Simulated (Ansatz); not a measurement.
```
Zn O
1.0
     2.64617    0.00000    0.00000
     0.00000    2.64617    0.00000
     0.00000    0.00000    2.64617
Zn O
1 1
Direct
  0.00000 0.00000 0.00000
  0.50000 0.50000 0.50000
```

Space group Pm-3m; started from the CsCl prototype, which need not be the ambient phase; computed pressure about 9 GPa in this cell.

Computed with DFT, PBE, plane waves, PAW (Ansatz 0.2.0).

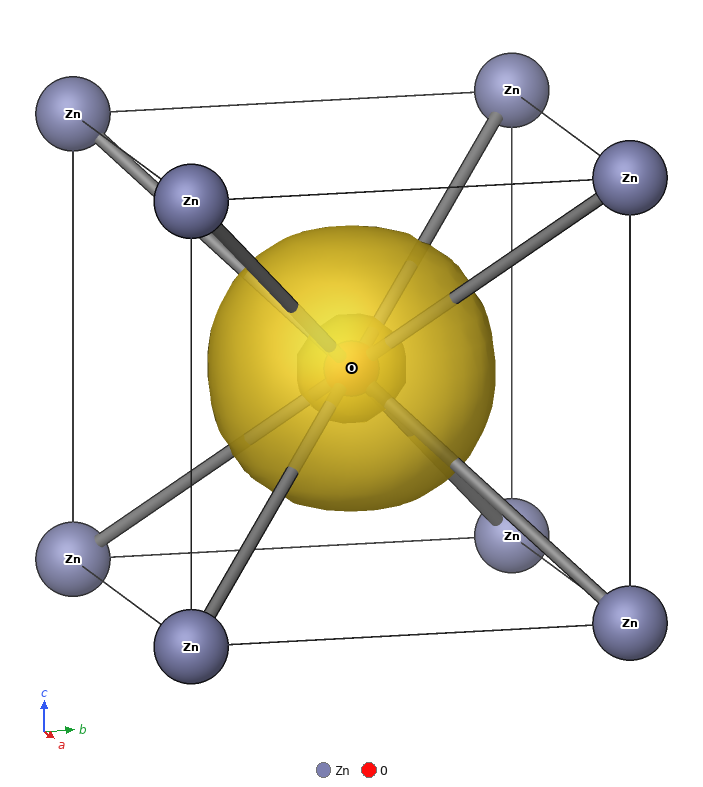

ZnO. Isosurface of the electron localisation function at 0.65 (yellow), seen slightly off an axis. Core shells and regions of very low density are left out. Sticks mark near contacts.

In a PAW calculation such maps are meaningful between the atoms, not at the nuclei.

Where are the electrons localised?

The ELF exceeds this value in one region wrapped around O (its valence shell), counted in one cell of 2 atoms. Regions shared between cells count once. Profiles from the grid: Zn–O (2.29 Å): the ELF peaks at about 0.80 in the valence shell of O, 0.6 Å from its nucleus, and drops to about 0.10 between the two atoms: no localised pair shows between them.
